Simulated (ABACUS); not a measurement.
Geometry relaxation, with input and output: Nb (part 2 of 2)

The same run, continued: Nb (Im-3m, 1 atom in the cell); Kohn-Sham DFT of a periodic cell, BP86, SG15 ONCV 1.2 PBE, no spin polarisation (ABACUS 3.10.1); cutoff 1115.67 eV, 9×9×9 k-mesh, fermi-dirac of 0.05 eV. The structure derives from an entry of the Crystallography Open Database.

Geometry of the input (Å; fractional positions):
```
2.8820  0.0000  0.0000
-0.9607  2.7172  0.0000
-0.9607  -1.3586  2.3532
Nb 0.0000  0.0000  0.0000
```

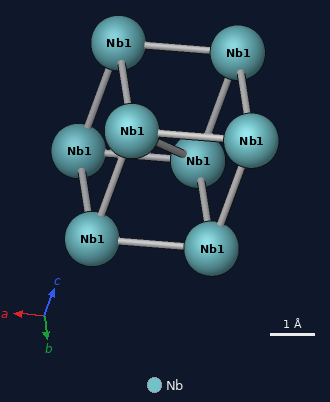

*The geometry at step 1 of the log (ball-and-stick view of the cell of the calculation, seen at an oblique angle; atoms are numbered from 1 in the order of the input).*

### Output, continued
```
----------------------------------------------------------
 E_KohnSham     -114.2325091223      -1554.2130209000
 E_KS(sigma->0) -114.2320552242      -1554.2068452993
 E_Harris       -114.2324594150      -1554.2123445984
 E_band         -5.2807440183        -71.8482083278
 E_one_elec     -17.8874518510       -243.3712678741
 E_Hartree      15.3024084764        208.1999484031
 E_xc           -13.8491182322       -188.4269202333
 E_Ewald        -97.7974397193       -1330.6024299943
 E_entropy(-TS) -0.0009077962        -0.0123512013
 E_descf        0.0000000000         0.0000000000
 E_exx          0.0000000000         0.0000000000
 E_Fermi        1.2829657413         17.4556444205
----------------------------------------------------------

 charge density convergence is achieved
 final etot is -1554.2130209 eV
 EFERMI = 17.455644421 eV

 STATE ENERGY(eV) AND OCCUPATIONS    NSPIN == 1
[... levels at 9 further k points ...]

------------------------------------------------------------------------------------------
 TOTAL-FORCE (eV/Angstrom)
------------------------------------------------------------------------------------------
                       Nb1         0.0000000000         0.0000000000         0.0000000000
------------------------------------------------------------------------------------------

----------------------------------------------------------------
 TOTAL-STRESS (KBAR)
----------------------------------------------------------------
       -29.7645876223         0.0000000022         0.0000000038
         0.0000000022       -29.7645876198         0.0000000063
         0.0000000038         0.0000000063       -29.7645876144
----------------------------------------------------------------
 TOTAL-PRESSURE: -29.764588 KBAR

 Largest gradient in force is 0.000000 eV/A.
 Threshold is 0.005000 eV/A.

 Largest gradient in stress is 29.764588 kbar.
 Threshold is 1.000000 kbar.

 Relaxation is not converged yet!
DIRECT COORDINATES
    atom                   x                   y                   z     mag                  vx                  vy                  vz
taud_Nb1            0.0000000000        0.0000000000        0.0000000000  0.0000        0.0000000000        0.0000000000        0.0000000000

                          Volume (Bohr^3) = 118.081601
                             Volume (A^3) = 17.497867

 Lattice vectors: (Cartesian coordinate: in unit of a_0)
            +2.832713           +0.000000           +0.000000
            -0.944238           +2.670707           +0.000000
            -0.944238           -1.335354           +2.312900
 Reciprocal vectors: (Cartesian coordinate: in unit of 2 pi/a_0)
            +0.353019           +0.124811           +0.216179
            -0.000000           +0.374433           +0.216179
            -0.000000           -0.000000           +0.432358

 -------------------------------------------
 STEP OF RELAXATION : 2
 -------------------------------------------

[... set-up of the moved cell ...]

 PW ALGORITHM --------------- ION=   2  ELEC=   1--------------------------------
 Notice: Threshold on eigenvalues was too large.
 hsover_error=0.130000 > DRHO=0.000044
 Origin diag ethr = 0.010000
 New diag ethr = 0.000000

 Density error is 0.000025287186
                          Error Threshold = 0.000000335706
----------------------------------------------------------
     Energy           Rydberg                 eV
----------------------------------------------------------
 E_KohnSham     -114.2318672564      -1554.2042878661
 E_Harris       -114.2024679832      -1553.8042902340
 E_Fermi        1.3627025219         18.5405189773
----------------------------------------------------------

[... 2 further cycles ...]
 PW ALGORITHM --------------- ION=   2  ELEC=   4--------------------------------

 Density error is 0.000000000293
                          Error Threshold = 0.000000000395
----------------------------------------------------------
     Energy           Rydberg                 eV
----------------------------------------------------------
 E_KohnSham     -114.2318759946      -1554.2044067560
 E_KS(sigma->0) -114.2314840837      -1554.1990745350
 E_Harris       -114.2318273428      -1554.2037448141
 E_band         -4.2303125574        -57.5563551022
 E_one_elec     -15.4920601802       -210.7802922092
 E_Hartree      14.6693550537        199.5868147155
 E_xc           -13.9077464208       -189.2245976620
 E_Ewald        -99.5006406256       -1353.7756671583
 E_entropy(-TS) -0.0007838218        -0.0106644420
 E_descf        0.0000000000         0.0000000000
 E_exx          0.0000000000         0.0000000000
 E_Fermi        1.3634090216         18.5501313985
----------------------------------------------------------

 charge density convergence is achieved
 final etot is -1554.20440675605 eV
 EFERMI = 18.55013139855 eV

 STATE ENERGY(eV) AND OCCUPATIONS    NSPIN == 1
[... levels at 9 further k points ...]

------------------------------------------------------------------------------------------
 TOTAL-FORCE (eV/Angstrom)
------------------------------------------------------------------------------------------
                       Nb1         0.0000000000         0.0000000000         0.0000000000
------------------------------------------------------------------------------------------

----------------------------------------------------------------
 TOTAL-STRESS (KBAR)
----------------------------------------------------------------
        62.8173782993        -0.0000000048        -0.0000000083
        -0.0000000048        62.8173782939        -0.0000000138
        -0.0000000083        -0.0000000138        62.8173782820
----------------------------------------------------------------
 TOTAL-PRESSURE: 62.817378 KBAR

 Largest gradient in force is 0.000000 eV/A.
 Threshold is 0.005000 eV/A.

 Largest gradient in stress is 62.817378 kbar.
 Threshold is 1.000000 kbar.

 Relaxation is not converged yet!
DIRECT COORDINATES
    atom                   x                   y                   z     mag                  vx                  vy                  vz
taud_Nb1            0.0000000000        0.0000000000        0.0000000000  0.0000        0.0000000000        0.0000000000        0.0000000000

                          Volume (Bohr^3) = 122.211389
                             Volume (A^3) = 18.109838

 Lattice vectors: (Cartesian coordinate: in unit of a_0)
            +2.865359           +0.000000           +0.000000
            -0.955120           +2.701486           +0.000000
            -0.955120           -1.350743           +2.339556
 Reciprocal vectors: (Cartesian coordinate: in unit of 2 pi/a_0)
            +0.348996           +0.123389           +0.213716
            -0.000000           +0.370167           +0.213716
            -0.000000           -0.000000           +0.427432

 -------------------------------------------
 STEP OF RELAXATION : 3
 -------------------------------------------

[... set-up of the moved cell ...]

 PW ALGORITHM --------------- ION=   3  ELEC=   1--------------------------------
 Notice: Threshold on eigenvalues was too large.
 hsover_error=0.130000 > DRHO=0.000093
 Origin diag ethr = 0.010000
 New diag ethr = 0.000001

 Density error is 0.000070431810
                          Error Threshold = 0.000000713336
----------------------------------------------------------
     Energy           Rydberg                 eV
----------------------------------------------------------
 E_KohnSham     -114.2327081280      -1554.2157285122
 E_Harris       -114.2823153618      -1554.8906695532
 E_Fermi        1.3107224416         17.8332937024
----------------------------------------------------------

[... 2 further cycles ...]
 PW ALGORITHM --------------- ION=   3  ELEC=   4--------------------------------

 Density error is 0.000000000836
                          Error Threshold = 0.000000001155
----------------------------------------------------------
     Energy           Rydberg                 eV
----------------------------------------------------------
 E_KohnSham     -114.2327327685      -1554.2160637631
 E_KS(sigma->0) -114.2322941081      -1554.2100954824
 E_Harris       -114.2328070219      -1554.2170740319
 E_band         -4.9319570656        -67.1027183837
 E_one_elec     -17.0848386622       -232.4511552162
 E_Hartree      15.0884395537        205.2887518582
 E_xc           -13.8684634650       -188.6901256291
 E_Ewald        -98.3669928742       -1338.3515982146
 E_entropy(-TS) -0.0008773208        -0.0119365614
 E_descf        0.0000000000         0.0000000000
 E_exx          0.0000000000         0.0000000000
 E_Fermi        1.3094998621         17.8166596545
----------------------------------------------------------

 charge density convergence is achieved
 final etot is -1554.21606376315 eV
 EFERMI = 17.81665965453 eV

 STATE ENERGY(eV) AND OCCUPATIONS    NSPIN == 1
 1/9 kpoint (Cartesian) = 0.00000 0.00000 0.00000 (1553 pws)
       1     -36.553368       0.002743
       2     -11.879624       0.002743
       3     -11.879624       0.002743
       4     -11.879624       0.002743
       5      11.954769       0.002743
       6      18.137179       0.000005
       7      18.137179       0.000005
       8      18.137179       0.000005
       9      21.032317       0.000000
      10      21.032317       0.000000
      11      32.231240       0.000000

 2/9 kpoint (Cartesian) = -0.03878 0.02742 0.00000 (1537 pws)
       1     -36.525677       0.032922
       2     -12.046940       0.032922
       3     -11.930730       0.032922
       4     -11.880911       0.032922
       5      12.446352       0.032922
       6      17.844713       0.011960
       7      18.049049       0.000312
       8      18.619239       0.000000
       9      20.651575       0.000000
      10      21.040773       0.000000
      11      32.589182       0.000000

 3/9 kpoint (Cartesian) = -0.07755 0.05484 0.00000 (1555 pws)
       1     -36.454897       0.032922
       2     -12.456291       0.032922
       3     -12.058158       0.032922
       4     -11.884453       0.032922
       5      13.603020       0.032922
       6      17.191292       0.032922
       7      17.728121       0.028133
       8      19.988618       0.000000
       9      20.456400       0.000000
      10      21.136707       0.000000
      11      32.604406       0.000000

 4/9 kpoint (Cartesian) = -0.11633 0.08226 0.00000 (1563 pws)
       1     -36.373214       0.032922
       2     -12.899590       0.032922
       3     -12.199369       0.032922
       4     -11.888677       0.032922
       5      14.279002       0.032922
       6      16.557591       0.032922
       7      18.254135       0.000005
       8      20.838254       0.000000
       9      21.394190       0.000000
      10      21.967773       0.000000
      11      31.080755       0.000000

 5/9 kpoint (Cartesian) = -0.15511 0.10968 0.00000 (1556 pws)
       1     -36.319191       0.032922
       2     -13.177841       0.032922
       3     -12.289619       0.032922
       4     -11.891466       0.032922
       5      14.160319       0.032922
       6      16.189475       0.032922
       7      19.790895       0.000000
       8      21.091107       0.000000
       9      21.678122       0.000000
      10      23.780881       0.000000
      11      29.775113       0.000000

 6/9 kpoint (Cartesian) = -0.07755 0.01371 0.02375 (1546 pws)
       1     -36.476419       0.065844
       2     -12.327518       0.065844
       3     -11.990575       0.065844
       4     -11.920540       0.065844
       5      13.307728       0.065844
       6      17.505241       0.065714
       7      17.592977       0.065101
       8      19.652717       0.000000
       9      20.236925       0.000000
      10      21.243588       0.000000
      11      33.246507       0.000000

[... levels at 3 further k points ...]

------------------------------------------------------------------------------------------
 TOTAL-FORCE (eV/Angstrom)
------------------------------------------------------------------------------------------
                       Nb1         0.0000000000         0.0000000000         0.0000000000
------------------------------------------------------------------------------------------

----------------------------------------------------------------
 TOTAL-STRESS (KBAR)
----------------------------------------------------------------
        -0.8304086432         0.0000000001         0.0000000001
         0.0000000001        -0.8304086431         0.0000000002
         0.0000000001         0.0000000002        -0.8304086430
----------------------------------------------------------------
 TOTAL-PRESSURE: -0.830409 KBAR

 Largest gradient in force is 0.000000 eV/A.
 Threshold is 0.005000 eV/A.

 Largest gradient in stress is 0.830409 kbar.
 Threshold is 1.000000 kbar.

 Relaxation is converged!

 --------------------------------------------
 !FINAL_ETOT_IS -1554.2160637631468489 eV
 --------------------------------------------
```

### Standard output
```
ABACUS v3.10.1

               Atomic-orbital Based Ab-initio Computation at UStc

 dft_functional readin is: GGA_X_B88+GGA_C_P86
 dft_functional in pseudopot file is: PBE
 Please make sure this is what you need

%%%%%%%%%%%%%%%%%%%%%%%%%%%%%%%%%%%%%%%%%%%%%%%%%%%%%%%%%%%%%%%%%%%%%%%%%%%%%%%%%%%%%%%%%%%%%%%%%%%%%%%%%
 Warning: the number of valence electrons in pseudopotential > 5 for Nb: [Kr] 4d4 5s1
 Pseudopotentials with additional electrons can yield (more) accurate outcomes, but may be less efficient.
 If you're confident that your chosen pseudopotential is appropriate, you can safely ignore this warning.
%%%%%%%%%%%%%%%%%%%%%%%%%%%%%%%%%%%%%%%%%%%%%%%%%%%%%%%%%%%%%%%%%%%%%%%%%%%%%%%%%%%%%%%%%%%%%%%%%%%%%%%%%

 UNIFORM GRID DIM        : 32 * 32 * 32
 UNIFORM GRID DIM(BIG)   : 32 * 32 * 32
func,idGGA_X_B88 106
func,idGGA_C_P86 132
 ---------------------------------------------------------
 Cell relaxation calculations
 ---------------------------------------------------------
 SPIN    KPOINTS         PROCESSORS  THREADS
 1       35              4           4
 ---------------------------------------------------------
 Use plane wave basis
 ---------------------------------------------------------
 ELEMENT NATOM       XC
 Nb      1
 ---------------------------------------------------------
 Initial plane wave basis and FFT box
 ---------------------------------------------------------
 -------------------------------------------
 STEP OF RELAXATION : 1
 -------------------------------------------
 START CHARGE      : atomic
 ITER       ETOT/eV          EDIFF/eV         DRHO     TIME/s
 DA1     -1.55407764e+03   0.00000000e+00   4.1270e-02   1.18
 DA2     -1.55421014e+03  -1.32503932e-01   1.0001e-03   0.43
 DA3     -1.55421298e+03  -2.84047810e-03   5.0510e-05   0.42
 DA4     -1.55421302e+03  -3.85174602e-05   1.5180e-07   0.36
 DA5     -1.55421302e+03  -1.57949138e-06   3.2829e-08   0.57
 DA6     -1.55421302e+03  -2.87909596e-08   2.1277e-09   0.34
----------------------------------------------------------------
 TOTAL-STRESS (KBAR)
----------------------------------------------------------------
       -29.7645876223         0.0000000022         0.0000000038
         0.0000000022       -29.7645876198         0.0000000063
         0.0000000038         0.0000000063       -29.7645876144
----------------------------------------------------------------
 TOTAL-PRESSURE: -29.764588 KBAR

 ETOT DIFF (eV)       : 0.000000
 LARGEST GRAD (eV/A)  : 0.000000
 -------------------------------------------
 STEP OF RELAXATION : 2
 -------------------------------------------
 ITER       ETOT/eV          EDIFF/eV         DRHO     TIME/s
 DA1     -1.55420429e+03   0.00000000e+00   2.5287e-05   0.86
 DA2     -1.55420440e+03  -1.11441388e-04   6.4085e-07   0.37
 DA3     -1.55420441e+03  -7.31628135e-06   5.1303e-08   0.20
 DA4     -1.55420441e+03  -1.32238066e-07   2.9279e-10   0.19
----------------------------------------------------------------
 TOTAL-STRESS (KBAR)
----------------------------------------------------------------
        62.8173782993        -0.0000000048        -0.0000000083
        -0.0000000048        62.8173782939        -0.0000000138
        -0.0000000083        -0.0000000138        62.8173782820
----------------------------------------------------------------
 TOTAL-PRESSURE: 62.817378 KBAR

 ETOT DIFF (eV)       : 0.008614
 LARGEST GRAD (eV/A)  : 0.000000
 -------------------------------------------
 STEP OF RELAXATION : 3
 -------------------------------------------
 ITER       ETOT/eV          EDIFF/eV         DRHO     TIME/s
 DA1     -1.55421573e+03   0.00000000e+00   7.0432e-05   0.81
 DA2     -1.55421604e+03  -3.13302403e-04   1.9184e-06   0.39
 DA3     -1.55421606e+03  -2.15534769e-05   1.5021e-07   0.40
 DA4     -1.55421606e+03  -3.95040187e-07   8.3575e-10   0.40
----------------------------------------------------------------
 TOTAL-STRESS (KBAR)
----------------------------------------------------------------
        -0.8304086432         0.0000000001         0.0000000001
         0.0000000001        -0.8304086431         0.0000000002
         0.0000000001         0.0000000002        -0.8304086430
----------------------------------------------------------------
 TOTAL-PRESSURE: -0.830409 KBAR

 ETOT DIFF (eV)       : -0.011657
 LARGEST GRAD (eV/A)  : 0.000000
```

### Trajectory as extended XYZ (Å, eV, eV/Å), 3 frames, from step=0 to step=2
```
1
Lattice="2.8820 0.0000 0.0000 -0.9607 2.7172 0.0000 -0.9607 -1.3586 2.3532" Properties=species:S:1:pos:R:3:forces:R:3 step=0 energy=-1554.21302 pressure_GPa=-2.98
Nb    0.0000    0.0000    0.0000    0.0000   0.0000   0.0000
1
Lattice="2.8327 0.0000 0.0000 -0.9442 2.6707 0.0000 -0.9442 -1.3354 2.3129" Properties=species:S:1:pos:R:3:forces:R:3 step=1 energy=-1554.20441 pressure_GPa=6.28
Nb    0.0000    0.0000    0.0000    0.0000   0.0000   0.0000
1
Lattice="2.8654 0.0000 0.0000 -0.9551 2.7015 0.0000 -0.9551 -1.3507 2.3396" Properties=species:S:1:pos:R:3:forces:R:3 step=2 energy=-1554.21606 pressure_GPa=-0.08
Nb    0.0000    0.0000    0.0000    0.0000   0.0000   0.0000
```

### Results in brief

| quantity | value |
| --- | --- |
| outcome | converged |
| space group (tolerance 0.01 Å) | Im-3m (229) |
| electrons treated | 13 |
| free energy | −1554.2161 eV |
| Fermi energy | 17.817 eV |
| gap on the k-point mesh | none (metallic) |
| pressure | −0.08 GPa |
| final volume | 18.11 Å³ |
| largest force (length of the vector) at the end | under 0.001 eV/Å |
| final cell | a = 2.865 Å, b = 2.865 Å, c = 2.865 Å, α = 109.47°, β = 109.47°, γ = 109.47° |
| wall time | 9.8 s (CPU time 36 s) |
| peak memory | 0.36 GiB |
